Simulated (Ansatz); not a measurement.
# B16HN16 (cell charge +1, with a compensating background) (cell with a defect): what the fields show

Input file:

```
crystal:
  lattice:
    - [-5.0122276282, 2.8938109704, 3.2948837601]
    - [0.0, -5.7876219408, 3.29488376]
    - [5.0122276282, 2.8938109704, 3.2948837601]
  atoms:
    - { symbol: B, position: [0.2496975441, 0.7496975441, 0.9996975441] }
    - { symbol: B, position: [0.4996975441, 0.4996975441, 0.9996975441] }
    - { symbol: B, position: [0.7496975441, 0.2496975441, 0.9996975441] }
    - { symbol: B, position: [0.9996975441, 0.7496975441, 0.2496975441] }
    - { symbol: B, position: [0.9996975441, 0.9996975441, 0.9996975441] }
    - { symbol: B, position: [0.2496975441, 0.4996975441, 0.2496975441] }
    - { symbol: B, position: [0.4996975441, 0.2496975441, 0.2496975441] }
    - { symbol: B, position: [0.7496975441, 0.7496975441, 0.4996975441] }
    - { symbol: B, position: [0.7496975441, 0.9996975441, 0.2496975441] }
    - { symbol: B, position: [0.9996975441, 0.4996975441, 0.4996975441] }
    - { symbol: B, position: [0.2496975441, 0.2496975441, 0.4996975441] }
    - { symbol: B, position: [0.4996975441, 0.7496975441, 0.7496975441] }
    - { symbol: B, position: [0.4996975441, 0.9996975441, 0.4996975441] }
    - { symbol: B, position: [0.7496975441, 0.4996975441, 0.7496975441] }
    - { symbol: B, position: [0.9996975441, 0.2496975441, 0.7496975441] }
    - { symbol: B, position: [0.2496975441, 0.9996975441, 0.7496975441] }
    - { symbol: "N", position: [0.5827354559, 0.0827354559, 0.3327354559] }
    - { symbol: "N", position: [0.8327354559, 0.8327354559, 0.3327354559] }
    - { symbol: "N", position: [0.0827354559, 0.5827354559, 0.3327354559] }
    - { symbol: "N", position: [0.3327354559, 0.0827354559, 0.5827354559] }
    - { symbol: "N", position: [0.3327354559, 0.3327354559, 0.3327354559] }
    - { symbol: "N", position: [0.5827354559, 0.8327354559, 0.5827354559] }
    - { symbol: "N", position: [0.8327354559, 0.5827354559, 0.5827354559] }
    - { symbol: "N", position: [0.0827354559, 0.0827354559, 0.8327354559] }
    - { symbol: "N", position: [0.0827354559, 0.3327354559, 0.5827354559] }
    - { symbol: "N", position: [0.3327354559, 0.8327354559, 0.8327354559] }
    - { symbol: "N", position: [0.5827354559, 0.5827354559, 0.8327354559] }
    - { symbol: "N", position: [0.8327354559, 0.0827354559, 0.0827354559] }
    - { symbol: "N", position: [0.8327354559, 0.3327354559, 0.8327354559] }
    - { symbol: "N", position: [0.0827354559, 0.8327354559, 0.0827354559] }
    - { symbol: "N", position: [0.3327354559, 0.5827354559, 0.0827354559] }
    - { symbol: "N", position: [0.5827354559, 0.3327354559, 0.0827354559] }
    - { symbol: H, position: [0.5180914692, 0.5697905133, 0.4228854247] }
total_charge: 1
basis:
  ecutwfc: 420
  xc_grid: 2
kpoints:
  mp_grid: { grid: [2, 2, 2], shift: [0.5, 0.5, 0.5] }
hamiltonian:
  xc: pbe
  dispersion: d3bj
scf:
  occupations: { method: gaussian, width: 0.02 }
output:
  forces: true
  stress: false
  eigenvalues: true
  write_density: true
  write_potential: true
  elf: true
  volumetric_format: npy
relax:
  adjacent_minimum: "off"
  f_tol: 0.02
  max_steps: 60
```

Launched as:

```sh
ansatz run input.yaml --threads 4 --pin off --max-ram 8192MiB --backend cpu --events-out ev --progress --plain --runs-dir out
```

The fields are those of the run's last geometry, not of the input's.

These are results of DFT PBE+D3(BJ), scalar-relativistic, plane waves, PAW in Ansatz 0.2.0, not measurements.

Core electrons are frozen (PAW), and the valence fields are smoothed inside the atomic spheres.

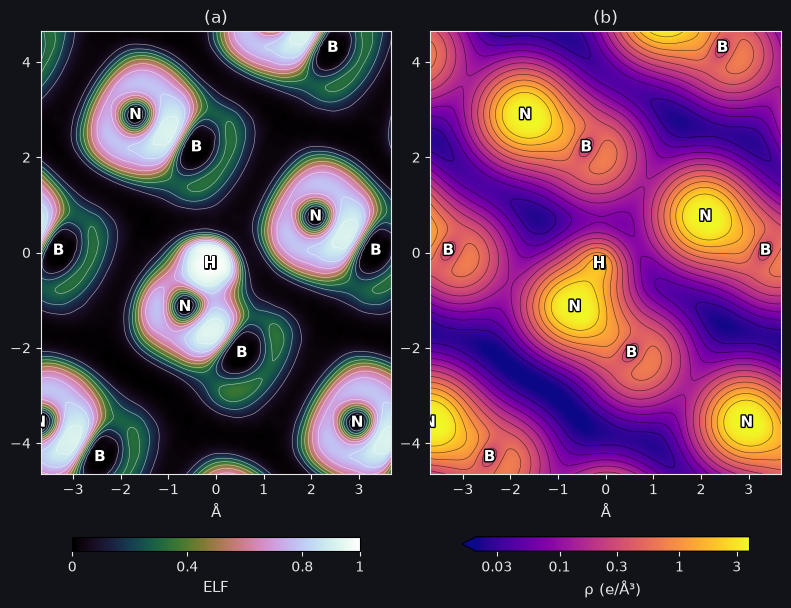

Figure 1. (a) electron localisation function; (b) valence electron density on the (101̄) plane of the calculation cell.

Question: What does the map show?

Answer: Atoms in the plane: B, N and H.
N–H (1.05 Å): ρ is about 2.7 e/Å³ halfway; the ELF climbs to about 1 towards the hydrogen, as it does in any bond to H (an ordinary covalent bond to hydrogen).
B–N (1.45 Å): ρ is about 1.8 e/Å³ halfway; the ELF peaks at about 0.95 between the atoms (a shared but strongly polarised pair).
B–N (1.53 Å): ρ is about 1.5 e/Å³ halfway; the ELF peaks at about 0.95 between the atoms, as expected for a shared but strongly polarised pair.
Between the atoms the lowest density in this plane is 0.02 e/Å³.

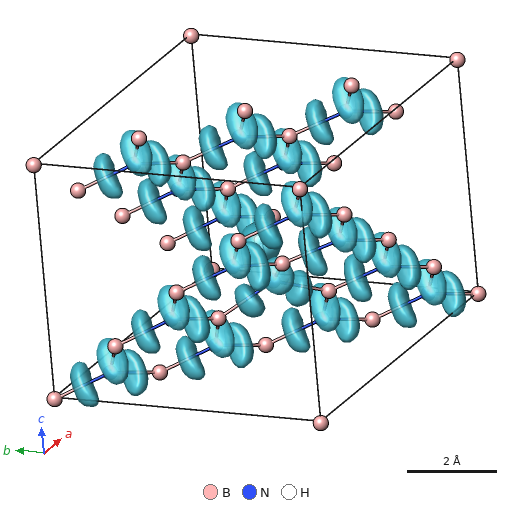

Figure 2. Isosurface of the electron localisation function at 0.85 (cyan), seen at an oblique angle. Only the valence region is drawn (cores and ρ < 0.01 e/Å³ removed). Sticks mark near contacts.

Question: Identify the bonds, lone pairs and shells in this picture.

Answer: At this value the surface marks out 48 regions between bonded B–N atoms (shared pairs) and one region around a hydrogen nucleus, counted in one cell of 33 atoms. Regions shared between cells count once. Profiles from the grid: B–N (1.42 Å): the ELF peaks at about 0.90 between the atoms, as expected for a polar covalent bond.

Question: Does the calculation make it a metal, or give it a gap?

Answer: It is gapped, with a Kohn–Sham gap of 4.4 eV on the k-point mesh (the band edges may lie off the mesh, which would make the gap smaller).
